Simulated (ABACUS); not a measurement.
# Band-structure run, with input and output: PbS (part 3 of 3)

PbS (Cmcm, 4 atoms in the cell); Kohn-Sham DFT of a periodic cell, PBE, spin-orbit coupling, PseudoDojo NC FR 0.4 PBE stringent, no spin polarisation (ABACUS 3.10.1); cutoff 1360.57 eV, 4×4×4 k-mesh, fermi-dirac of 0.05 eV. The structure derives from a Materials Project entry.

Geometry of the input (Å; fractional positions):
```
6.3421  0.0000  0.0000
-4.9778  3.9298  0.0000
0.0000  0.0000  4.2793
Pb 0.1306  0.8694  0.2500
Pb 0.8694  0.1306  0.7500
S  0.3548  0.6452  0.2500
S  0.6452  0.3548  0.7500
```

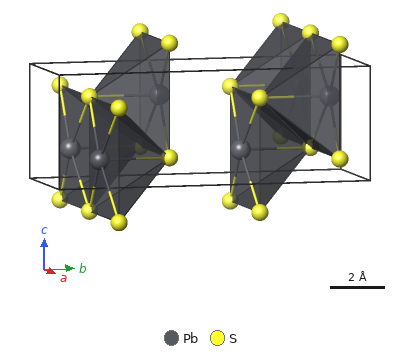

**Figure 1.** The structure (polyhedral view of the cell 2 times as large as that of the calculation, set on its symmetry axes, seen slightly off an axis; polyhedra are completed across the faces of the cell).

Log, continued:
```
      45        6.82393      0.0156250
      46        6.82393      0.0156250
      47        6.86105      0.0156250
      48        6.86105      0.0156250
      49        7.58155      0.0156250
      50        7.58155      0.0156250
      51        7.75671      0.0156250
      52        7.75671      0.0156250
      53        8.56626      0.0156250
      54        8.56626      0.0156250
      55        8.58038      0.0156250
      56        8.58038      0.0156250
      57        10.4016    5.11778e-11
      58        10.4016    5.11778e-11
      59        10.5510    2.58116e-12
      60        10.5510    2.58116e-12
      61        11.4977    1.54410e-20
      62        11.4977    1.54410e-20
      63        12.0960    9.81142e-26
      64        12.0960    9.81142e-26
      65        12.1632    2.55984e-26
      66        12.1632    2.55984e-26
      67        14.6522    6.14499e-48
      68        14.6522    6.14499e-48
      69        17.6969    2.20397e-74
      70        17.6969    2.20397e-74
      71        19.1706    3.49049e-87
      72        19.1706    3.49049e-87
      73        19.3909    4.25706e-89
      74        19.3909    4.25706e-89
      75        19.4068    3.09629e-89
      76        19.4068    3.09629e-89
      77        19.6773        0.00000
      78        19.6773        0.00000
      79        20.8916        0.00000
      80        20.8916        0.00000

 4/64 kpoint (Cartesian) = 0.11826 0.14979 0.0000 (3013 pws)
       1       -130.048      0.0156250
       2       -130.048      0.0156250
       3       -130.048      0.0156250
       4       -130.048      0.0156250
       5       -87.1729      0.0156250
       6       -87.1729      0.0156250
       7       -87.1196      0.0156250
       8       -87.1196      0.0156250
       9       -65.8174      0.0156250
      10       -65.8174      0.0156250
      11       -65.8081      0.0156250
      12       -65.8081      0.0156250
      13       -65.8060      0.0156250
      14       -65.8060      0.0156250
      15       -65.7874      0.0156250
      16       -65.7874      0.0156250
      17       -8.89984      0.0156250
      18       -8.89984      0.0156250
      19       -8.89260      0.0156250
      20       -8.89260      0.0156250
      21       -8.88625      0.0156250
      22       -8.88625      0.0156250
      23       -8.88272      0.0156250
      24       -8.88272      0.0156250
      25       -6.41927      0.0156250
      26       -6.41927      0.0156250
      27       -6.37021      0.0156250
      28       -6.37021      0.0156250
      29       -6.34310      0.0156250
      30       -6.34310      0.0156250
      31       -6.34149      0.0156250
      32       -6.34149      0.0156250
      33       -6.33339      0.0156250
      34       -6.33339      0.0156250
      35       -6.29571      0.0156250
      36       -6.29571      0.0156250
      37       -3.67582      0.0156250
      38       -3.67582      0.0156250
      39       -2.31018      0.0156250
      40       -2.31018      0.0156250
      41        1.42246      0.0156250
      42        1.42246      0.0156250
      43        2.21484      0.0156250
      44        2.21484      0.0156250
      45        5.32569      0.0156250
      46        5.32569      0.0156250
      47        6.52158      0.0156250
      48        6.52158      0.0156250
      49        7.07531      0.0156250
      50        7.07531      0.0156250
      51        7.72284      0.0156250
      52        7.72284      0.0156250
      53        8.08733      0.0156250
      54        8.08733      0.0156250
      55        8.47337      0.0156250
      56        8.47337      0.0156250
      57        11.1182    3.05669e-17
      58        11.1182    3.05669e-17
      59        12.2200    8.22479e-27
      60        12.2200    8.22479e-27
      61        12.8339    3.82489e-32
      62        12.8339    3.82489e-32
      63        13.2849    4.62581e-36
      64        13.2849    4.62581e-36
      65        13.7261    6.80628e-40
      66        13.7261    6.80628e-40
      67        14.9466    1.70480e-50
      68        14.9466    1.70480e-50
      69        16.4729    9.43781e-64
      70        16.4729    9.43781e-64
      71        17.2541    1.54410e-70
      72        17.2541    1.54410e-70
      73        17.6337    7.79605e-74
      74        17.6337    7.79605e-74
      75        17.8090    2.34075e-75
      76        17.8090    2.34075e-75
      77        19.5032        0.00000
      78        19.5032        0.00000
      79        20.9826        0.00000
      80        20.9826        0.00000

 5/64 kpoint (Cartesian) = 0.0000 0.063616 0.0000 (3034 pws)
       1       -130.048      0.0156250
       2       -130.048      0.0156250
       3       -130.048      0.0156250
       4       -130.048      0.0156250
       5       -87.1729      0.0156250
       6       -87.1729      0.0156250
       7       -87.1196      0.0156250
       8       -87.1196      0.0156250
       9       -65.8174      0.0156250
      10       -65.8174      0.0156250
      11       -65.8081      0.0156250
      12       -65.8081      0.0156250
      13       -65.8060      0.0156250
      14       -65.8060      0.0156250
      15       -65.7874      0.0156250
      16       -65.7874      0.0156250
      17       -8.89984      0.0156250
      18       -8.89984      0.0156250
      19       -8.89260      0.0156250
      20       -8.89260      0.0156250
      21       -8.88625      0.0156250
      22       -8.88625      0.0156250
      23       -8.88272      0.0156250
      24       -8.88272      0.0156250
      25       -6.41927      0.0156250
      26       -6.41927      0.0156250
      27       -6.37021      0.0156250
      28       -6.37021      0.0156250
      29       -6.34310      0.0156250
      30       -6.34310      0.0156250
      31       -6.34149      0.0156250
      32       -6.34149      0.0156250
      33       -6.33339      0.0156250
      34       -6.33339      0.0156250
      35       -6.29571      0.0156250
      36       -6.29571      0.0156250
      37       -3.67582      0.0156250
      38       -3.67582      0.0156250
      39       -2.31018      0.0156250
      40       -2.31018      0.0156250
      41        1.42246      0.0156250
      42        1.42246      0.0156250
      43        2.21484      0.0156250
      44        2.21484      0.0156250
      45        5.32569      0.0156250
      46        5.32569      0.0156250
      47        6.52158      0.0156250
      48        6.52158      0.0156250
      49        7.07531      0.0156250
      50        7.07531      0.0156250
      51        7.72284      0.0156250
      52        7.72284      0.0156250
      53        8.08733      0.0156250
      54        8.08733      0.0156250
      55        8.47337      0.0156250
      56        8.47337      0.0156250
      57        11.1182    3.05669e-17
      58        11.1182    3.05669e-17
      59        12.2200    8.22479e-27
      60        12.2200    8.22479e-27
      61        12.8339    3.82489e-32
      62        12.8339    3.82489e-32
      63        13.2849    4.62581e-36
      64        13.2849    4.62581e-36
      65        13.7261    6.80628e-40
      66        13.7261    6.80628e-40
      67        14.9466    1.70480e-50
      68        14.9466    1.70480e-50
      69        16.4729    9.43781e-64
      70        16.4729    9.43781e-64
      71        17.2541    1.54410e-70
      72        17.2541    1.54410e-70
      73        17.6337    7.79605e-74
      74        17.6337    7.79605e-74
      75        17.8090    2.34075e-75
      76        17.8090    2.34075e-75
      77        19.5032        0.00000
      78        19.5032        0.00000
      79        20.9826        0.00000
      80        20.9826        0.00000

 6/64 kpoint (Cartesian) = 0.039419 0.11355 0.0000 (3034 pws)
       1       -130.048      0.0156250
       2       -130.048      0.0156250
       3       -130.048      0.0156250
       4       -130.048      0.0156250
       5       -87.1769      0.0156250
       6       -87.1769      0.0156250
       7       -87.1442      0.0156250
       8       -87.1442      0.0156250
       9       -65.8193      0.0156250
      10       -65.8193      0.0156250
      11       -65.8155      0.0156250
      12       -65.8155      0.0156250
      13       -65.8063      0.0156250
      14       -65.8063      0.0156250
      15       -65.7926      0.0156250
      16       -65.7926      0.0156250
      17       -8.90072      0.0156250
      18       -8.90072      0.0156250
      19       -8.89204      0.0156250
      20       -8.89204      0.0156250
      21       -8.88169      0.0156250
      22       -8.88169      0.0156250
      23       -8.87836      0.0156250
      24       -8.87836      0.0156250
      25       -6.39701      0.0156250
      26       -6.39701      0.0156250
      27       -6.37991      0.0156250
      28       -6.37991      0.0156250
      29       -6.34599      0.0156250
      30       -6.34599      0.0156250
      31       -6.32913      0.0156250
      32       -6.32913      0.0156250
      33       -6.32475      0.0156250
      34       -6.32475      0.0156250
      35       -6.30815      0.0156250
      36       -6.30815      0.0156250
      37       -2.87883      0.0156250
      38       -2.87883      0.0156250
      39       -2.72343      0.0156250
      40       -2.72343      0.0156250
      41       0.727815      0.0156250
      42       0.727815      0.0156250
      43        1.55377      0.0156250
      44        1.55377      0.0156250
      45        6.23593      0.0156250
      46        6.23593      0.0156250
      47        7.56524      0.0156250
      48        7.56524      0.0156250
      49        7.66050      0.0156250
      50        7.66050      0.0156250
      51        7.77657      0.0156250
      52        7.77657      0.0156250
      53        8.51898      0.0156250
      54        8.51898      0.0156250
      55        8.55421      0.0156250
      56        8.55421      0.0156250
      57        10.1380    9.97587e-09
      58        10.1380    9.97587e-09
      59        10.6551    3.21299e-13
      60        10.6551    3.21299e-13
      61        11.3968    1.16115e-19
      62        11.3968    1.16115e-19
      63        11.7872    4.71803e-23
      64        11.7872    4.71803e-23
      65        12.4056    2.00697e-28
      66        12.4056    2.00697e-28
      67        15.0858    1.05432e-51
      68        15.0858    1.05432e-51
      69        17.4280    4.77253e-72
      70        17.4280    4.77253e-72
      71        18.7574    1.35438e-83
      72        18.7574    1.35438e-83
      73        18.8090    4.82307e-84
      74        18.8090    4.82307e-84
      75        20.3245        0.00000
      76        20.3245        0.00000
      77        20.6598        0.00000
      78        20.6598        0.00000
      79        20.8384        0.00000
      80        20.8384        0.00000

[... levels at 58 further k points ...]

-------------------------------------------------------------------------------------------
       Total Magnetism (uB)                    x                    y                    z
-------------------------------------------------------------------------------------------
                        Pb1         0.0000000000         0.0000000000         0.0000000000
                        Pb2         0.0000000000         0.0000000000         0.0000000000
                         S1         0.0000000000         0.0000000000         0.0000000000
                         S2         0.0000000000         0.0000000000         0.0000000000
-------------------------------------------------------------------------------------------

-------------------------------------------------------------------------------------------
       Total Magnetism (uB)       Magnitude (uB)       Polar (degree)     Azimuth (degree)
-------------------------------------------------------------------------------------------
                        Pb1         0.0000000000                 -nan         0.0000000000
                        Pb2         0.0000000000                 -nan         0.0000000000
                         S1         0.0000000000                 -nan         0.0000000000
                         S2         0.0000000000                 -nan         0.0000000000
-------------------------------------------------------------------------------------------

 correction force for each atom along direction 1 is -1.01375e-14
 correction force for each atom along direction 2 is -9.96382e-15
 correction force for each atom along direction 3 is -5.14339e-15
------------------------------------------------------------------------------------------
 TOTAL-FORCE (eV/Angstrom)
------------------------------------------------------------------------------------------
                       Pb1        -0.1449304946         0.0503144111         0.0000000000
                       Pb2         0.1449304946        -0.0503144111         0.0000000000
                        S1         0.1509217359        -0.0523943449         0.0000000000
                        S2        -0.1509217359         0.0523943449         0.0000000000
------------------------------------------------------------------------------------------

----------------------------------------------------------------
 TOTAL-STRESS (KBAR)
----------------------------------------------------------------
        10.9256145170        -1.1691581978         0.0000000000
        -1.1691581978         7.9637464356         0.0000000000
         0.0000000000         0.0000000000         7.3343539705
----------------------------------------------------------------
 TOTAL-PRESSURE: 8.741238 KBAR

 --------------------------------------------
 !FINAL_ETOT_IS -12022.5887936432736751 eV
 --------------------------------------------
```

Standard output:
```
ABACUS v3.10.1

               Atomic-orbital Based Ab-initio Computation at UStc

%%%%%%%%%%%%%%%%%%%%%%%%%%%%%%%%%%%%%%%%%%%%%%%%%%%%%%%%%%%%%%%%%%%%%%%%%%%%%%%%%%%%%%%%%%%%%%%%%%%%%%%%%
 Warning: the number of valence electrons in pseudopotential > 4 for Pb: [Xe] 4f14 5d10 6s2 6p2
 Pseudopotentials with additional electrons can yield (more) accurate outcomes, but may be less efficient.
 If you're confident that your chosen pseudopotential is appropriate, you can safely ignore this warning.
%%%%%%%%%%%%%%%%%%%%%%%%%%%%%%%%%%%%%%%%%%%%%%%%%%%%%%%%%%%%%%%%%%%%%%%%%%%%%%%%%%%%%%%%%%%%%%%%%%%%%%%%%

 UNIFORM GRID DIM        : 80 * 80 * 54
 UNIFORM GRID DIM(BIG)   : 16 * 16 * 27
 ---------------------------------------------------------
 Self-consistent calculations for electrons
 ---------------------------------------------------------
 SPIN    KPOINTS         PROCESSORS  THREADS     NBASE
 4       64              4           4           140
 ---------------------------------------------------------
 Use Systematically Improvable Atomic bases
 ---------------------------------------------------------
 ELEMENT ORBITALS        NBASE       NATOM       XC
 Pb      3s3p2d-8au      22          2
 S       2s2p1d-7au      13          2
 ---------------------------------------------------------
 Initial plane wave basis and FFT box
 ---------------------------------------------------------
 -------------------------------------------
 SELF-CONSISTENT :
 -------------------------------------------
 START CHARGE      : atomic
 ITER     TMAGX      TMAGY      TMAGZ       AMAG        ETOT/eV          EDIFF/eV         DRHO     TIME/s
 GE1      1.96e-16  -4.43e-16  -1.60e-15   6.35e-15  -1.20221189e+04   0.00000000e+00   5.1418e-02   2.64
 GE2      4.92e-16   4.17e-17   1.37e-15   6.73e-15  -1.20225769e+04  -4.57989073e-01   1.7899e-02   2.57
 GE3     -1.06e-16  -2.79e-16  -1.43e-16   6.85e-15  -1.20225878e+04  -1.09009489e-02   1.0131e-02   2.57
 GE4     -3.71e-16   2.01e-16   1.05e-15   7.99e-15  -1.20225886e+04  -7.37915138e-04   9.4531e-04   2.58
 GE5     -4.36e-16  -3.02e-16  -9.62e-16   6.60e-15  -1.20225887e+04  -1.50465889e-04   5.2351e-04   2.58
 GE6      6.05e-16  -6.32e-17   1.11e-15   7.01e-15  -1.20225888e+04  -7.48065136e-05   1.0990e-04   2.58
 GE7      4.06e-16  -1.65e-17   8.02e-16   7.34e-15  -1.20225888e+04  -3.57671704e-07   2.4411e-05   2.58
 GE8     -3.53e-16   6.20e-16  -1.87e-15   6.72e-15  -1.20225888e+04  -4.49094655e-08   6.3298e-06   2.64
 GE9      2.17e-16  -7.20e-17  -1.48e-15   7.09e-15  -1.20225888e+04  -9.20184646e-09   1.8180e-06   2.59
 GE10     1.96e-16  -2.19e-16   3.39e-16   6.30e-15  -1.20225888e+04  -4.43928380e-10   6.2824e-07   2.58
 GE11    -5.25e-16  -2.31e-16   3.43e-15   7.23e-15  -1.20225888e+04  -3.74322885e-10   5.2260e-08   2.60
----------------------------------------------------------------
 TOTAL-STRESS (KBAR)
----------------------------------------------------------------
        10.9256145170        -1.1691581978         0.0000000000
        -1.1691581978         7.9637464356         0.0000000000
         0.0000000000         0.0000000000         7.3343539705
----------------------------------------------------------------
 TOTAL-PRESSURE: 8.741238 KBAR
```

Results in brief:

| quantity | value |
| --- | --- |
| outcome | converged |
| space group (tolerance 0.01 Å) | Cmcm (63) |
| electrons treated | 56 |
| free energy | −12022.5888 eV |
| Fermi energy of the self-consistent step | 9.425 eV |
| gap on the k-point mesh | 1.16 eV |
| pressure | 0.87 GPa |
| largest force (length of the vector) | 0.160 eV/Å |
| hardware | 4 threads of Intel Xeon (Sapphire Rapids), 16 GiB of memory available, shared host |
| wall time | 35 s (CPU time 2.3 min) |
| peak memory | 1 GiB |

Notes:

Points of doubt noted for this run: home made orbitals.
